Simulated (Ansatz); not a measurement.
## Geometry relaxation, with input and output: Ta (part 2 of 2)

Continued. System: Ta (slab, 6 atoms in the cell). Method: DFT PBEsol, scalar-relativistic, plane waves, PAW, no spin polarisation (Ansatz 0.2.0); cutoff 420 eV, 10×7×1 k-mesh, Gaussian smearing of 0.1 eV. The structure derives from an entry of the Crystallography Open Database. The input holds or restrains some coordinates. Forces given for the steps count only the free coordinates. It belongs to a series of runs on one base structure; here: clean slab, lower half held.

Geometry of the input (Å; fractional positions):
```
2.9526  0.0000  0.0000
0.0000  4.1756  0.0000
0.0000  0.0000  24.3815
Ta 0.5000  0.5000  0.3486
Ta 0.0000  0.0000  0.4092
Ta 0.5000  0.5000  0.4697
Ta 0.0000  0.0000  0.5303
Ta 0.5000  0.5000  0.5908
Ta 0.0000  0.0000  0.6514
```

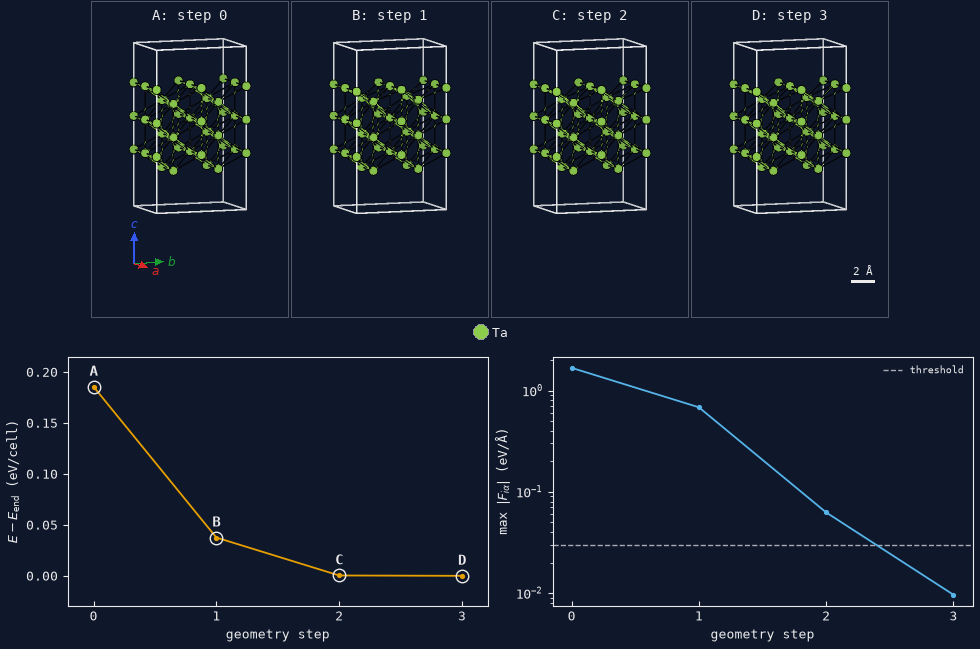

*Frames of the restrained relaxation (ball-and-stick view of the 2 × 2 repeat of the cell, with the vacuum cut short, seen slightly off an axis) above the curves, on which the letters mark them (the first geometry is step 0 here and step 1 in the log).*

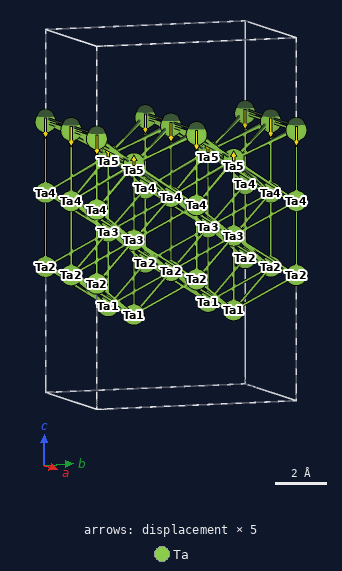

*Start (faint) and end (solid) with the displacements as yellow arrows, magnified 5 times (ball-and-stick view of the 2 × 2 repeat of the cell, with the vacuum cut short, seen slightly off an axis).*

The atom that moves furthest is Ta6 (0.17 Å). The cell stays as it was. Among the contacts that change: Ta4–Ta6 2.953 → 2.801 Å, Ta5–Ta6 2.953 → 2.833 Å, Ta3–Ta5 2.953 → 3.042 Å, Ta4–Ta5 2.953 → 3.006 Å. Over 3 geometry steps the energy falls by 0.186 eV per cell of the calculation. The largest force component goes from 1.7 to 0.0096 eV/Å. (Atoms are counted from 1 in the order of the input.)

```
SCF converged after 5 iterations
Free energy (F): -58833.105696 eV
Harris-Foulkes:  -58833.105696 eV  (|F-HF|=2.26e-8)
Internal energy: -58833.058873 eV  (E = F + TS)
E sigma→0 (E₀):  -58833.082284 eV
Entropy (-TS):   -0.046823 eV (-7.804 meV/atom)
Fermi energy:    4.391120 eV
Dipole field:    D = -0.002701 V/Å  (p = -0.004486 e·Å, saw-weighted, corrected)
Work function:   Φ+ = 3.9358 eV   Φ− = 3.8700 eV
Levels:          The Fermi level and band energies are counted from a zero that moves with the ramp; work functions are not
--- Per-component energies (eV) ---
  E_band       = -1761.816512
  E_kinetic    = 2184.334634
  E_local      = -78048.578663  (includes V_loc(G=0)·N_el)
  E_nonlocal   = 103.998434
  E_hartree    = 37949.180644
  E_xc         = -1293.936972
  E_vxc        = -1212.405692  (∫ρ·V_xc dr)
  E_paw        = -49633.137735  (= ΣΔE_a)
  E_vpaw       = -687.562515  (= ΣTr[D̂ρ^β])
  E_aug_tail   = 0.000897  (compensation charges beyond the density's cutoff)
  E_efield     = 0.000006  (sawtooth field / dipole correction)
  E_vefield    = -0.003279  (∫n·V_field dr)
  E_ewald      = 29903.798003
  E_core_change = 1.281879  (= ΣΔE_core)
  E_smearing   = -0.046823  (= −TS)
  E_closure    = 0.000000  (closes the sum)
  Σ components = -58833.105696   (vs F -58833.105696, Δ=0.00e0)
--- Forces (eV/Å), atoms counted from 1 ---
  atom   1  Ta     0.00000000     0.00000000     1.43669203
  atom   2  Ta     0.00000000     0.00000000    -1.65249257
  atom   3  Ta     0.00000000     0.00000000     0.20121364
  atom   4  Ta     0.00000000     0.00000000    -0.00463367
  atom   5  Ta     0.00000000     0.00000000     0.00961301
  atom   6  Ta     0.00000000     0.00000000     0.00959376
  max |Σ_I F_I| component: 1.38e-5 eV/Å
--- Band table (eV; the first three rows and the last of 24) ---
  k-point 0: bands = ["-63.5560", "-63.3039", "-63.1294", "-63.0490", "-63.0131", "-62.9682", "-30.2145", "-30.2046", "-30.1651", "-30.0690", "-29.8685", "-29.7817", "-29.6706", "-29.5876", "-29.5792", "-29.5556", "-29.5497", "-29.3993", "-29.2842", "-29.2517", "-29.2222", "-29.1538", "-29.1345", "-29.0886", "-3.3374", "-1.9607", "-0.1680", "0.2019", "1.0233", "1.2699", "1.4541", "2.2747", "2.7577", "3.2258", "3.5771", "4.0763", "4.1218", "4.3621", "4.5012", "4.5953", "4.9267", "5.2774", "5.3168", "5.5145", "5.6443", "6.2266", "6.5280"]
  k-point 1: bands = ["-63.5555", "-63.3016", "-63.1275", "-63.0475", "-63.0148", "-62.9726", "-30.2548", "-30.2141", "-30.1434", "-30.0460", "-29.9473", "-29.7160", "-29.6648", "-29.6601", "-29.5505", "-29.5406", "-29.4503", "-29.3890", "-29.3318", "-29.2537", "-29.1892", "-29.1680", "-29.1662", "-29.1062", "-3.0737", "-1.7725", "-0.1698", "0.2871", "1.0088", "1.1413", "1.3982", "2.3038", "2.8966", "3.2943", "3.6231", "3.9327", "4.3271", "4.3668", "4.6629", "4.9806", "5.0108", "5.1700", "5.2657", "5.3225", "5.5735", "5.7991", "6.3136"]
  k-point 2: bands = ["-63.5544", "-63.2963", "-63.1230", "-63.0434", "-63.0183", "-62.9841", "-30.2996", "-30.2566", "-30.1304", "-30.0015", "-29.9895", "-29.7827", "-29.6518", "-29.6083", "-29.5020", "-29.4606", "-29.4028", "-29.3591", "-29.3566", "-29.2581", "-29.2257", "-29.1985", "-29.1813", "-29.1532", "-2.3271", "-1.2567", "-0.1712", "0.3485", "0.6303", "0.8140", "1.7397", "2.5710", "3.1632", "3.3852", "3.5515", "3.8263", "4.4099", "4.5822", "4.8721", "4.9051", "5.0783", "5.2343", "5.3208", "5.3907", "5.4728", "5.6753", "5.9685"]
  k-point 23: bands = ["-63.5204", "-63.2574", "-63.0850", "-63.0042", "-62.9835", "-62.9657", "-30.3165", "-30.2784", "-30.2073", "-30.2000", "-30.1193", "-30.0381", "-29.9705", "-29.9505", "-29.7394", "-29.6426", "-29.5826", "-29.5375", "-29.4272", "-29.3938", "-29.3570", "-29.3098", "-29.2834", "-29.2750", "0.1820", "0.2250", "1.3091", "1.4087", "1.7180", "1.8367", "2.5798", "2.7112", "2.7973", "2.9882", "3.6210", "3.7910", "3.9816", "4.2645", "4.4151", "4.5108", "4.7221", "4.9978", "5.9586", "5.9961", "6.0398", "6.0524", "6.5488"]
--- Relaxed structure (4 steps of the walk, 4 accepted, 0 SCFs on fresh bases) ---
  F+E_penalty+E_count = -58833.10569550 eV   max|allowed force component| = 9.613e-3 eV/Å
  atoms:
    - { symbol: Ta, position: [0.5, 0.5, 0.3486253991] }
    - { symbol: Ta, position: [0.0, 0.0, 0.4091752394] }
    - { symbol: Ta, position: [0.5, 0.5, 0.46972507979999994] }
    - { symbol: Ta, position: [0.0, 0.0, 0.5296352605072934] }
    - { symbol: Ta, position: [0.5, 0.5, 0.5944748499922369] }
    - { symbol: Ta, position: [0.0, 0.0, 0.6445199601578971] }
```

Trajectory as extended XYZ (Å, eV, eV/Å), 4 frames, from step=1 to step=4:
```
6
Lattice="2.9526 0.0000 0.0000 0.0000 4.1756 0.0000 0.0000 0.0000 24.3815" Properties=species:S:1:pos:R:3:forces:R:3 step=1 energy=-58832.92013
Ta    1.4763    2.0878    8.5000    0.0000   0.0000   1.3908
Ta    0.0000    0.0000    9.9763    0.0000   0.0000  -1.6741
Ta    1.4763    2.0878   11.4526    0.0000   0.0000  -0.1354
Ta    0.0000    0.0000   12.9289    0.0000   0.0000   0.1354
Ta    1.4763    2.0878   14.4052    0.0000   0.0000   1.6742
Ta    0.0000    0.0000   15.8815    0.0000   0.0000  -1.3908
6
Lattice="2.9526 0.0000 0.0000 0.0000 4.1756 0.0000 0.0000 0.0000 24.3815" Properties=species:S:1:pos:R:3:forces:R:3 step=2 energy=-58833.06814
Ta    1.4763    2.0878    8.5000    0.0000   0.0000   1.4129
Ta    0.0000    0.0000    9.9763    0.0000   0.0000  -1.5319
Ta    1.4763    2.0878   11.4526    0.0000   0.0000   0.5307
Ta    0.0000    0.0000   12.9464    0.0000   0.0000  -0.1040
Ta    1.4763    2.0878   14.6001    0.0000   0.0000  -0.6824
Ta    0.0000    0.0000   15.7252    0.0000   0.0000   0.3719
6
Lattice="2.9526 0.0000 0.0000 0.0000 4.1756 0.0000 0.0000 0.0000 24.3815" Properties=species:S:1:pos:R:3:forces:R:3 step=3 energy=-58833.10535
Ta    1.4763    2.0878    8.5000    0.0000   0.0000   1.4385
Ta    0.0000    0.0000    9.9763    0.0000   0.0000  -1.6532
Ta    1.4763    2.0878   11.4526    0.0000   0.0000   0.2206
Ta    0.0000    0.0000   12.9118    0.0000   0.0000   0.0050
Ta    1.4763    2.0878   14.4994    0.0000   0.0000  -0.0625
Ta    0.0000    0.0000   15.7079    0.0000   0.0000   0.0509
6
Lattice="2.9526 0.0000 0.0000 0.0000 4.1756 0.0000 0.0000 0.0000 24.3815" Properties=species:S:1:pos:R:3:forces:R:3 step=4 energy=-58833.10570
Ta    1.4763    2.0878    8.5000    0.0000   0.0000   1.4367
Ta    0.0000    0.0000    9.9763    0.0000   0.0000  -1.6525
Ta    1.4763    2.0878   11.4526    0.0000   0.0000   0.2012
Ta    0.0000    0.0000   12.9133    0.0000   0.0000  -0.0046
Ta    1.4763    2.0878   14.4942    0.0000   0.0000   0.0096
Ta    0.0000    0.0000   15.7143    0.0000   0.0000   0.0096
```

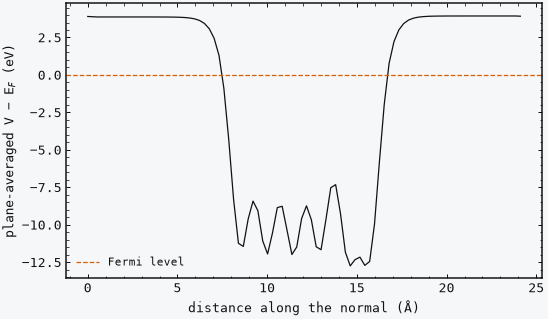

*Plane average of the electrostatic potential energy of an electron across the cell, from the Fermi level.*

The vacuum level lies 3.94 eV above the Fermi level on the upper side and 3.87 eV on the lower.

Results in brief:

- outcome: converged under the restraints of the input
- electrons treated: 78
- free energy: −58833.1057 eV
- work function, top face: 3.94 eV
- work function, bottom face: 3.87 eV
- Fermi energy: 4.391 eV
- gap on the k-point mesh: none (metallic)
- final volume: 300.59 Å³
- work function (upper face): 3.94 eV
- largest force (length of the vector) at the end, held atoms and coordinates included: 1.652 eV/Å
- wall time: 27 s (CPU time 53 s)
- peak memory: 0.66 GiB

Spin–orbit coupling is left out, which matters for Ta.
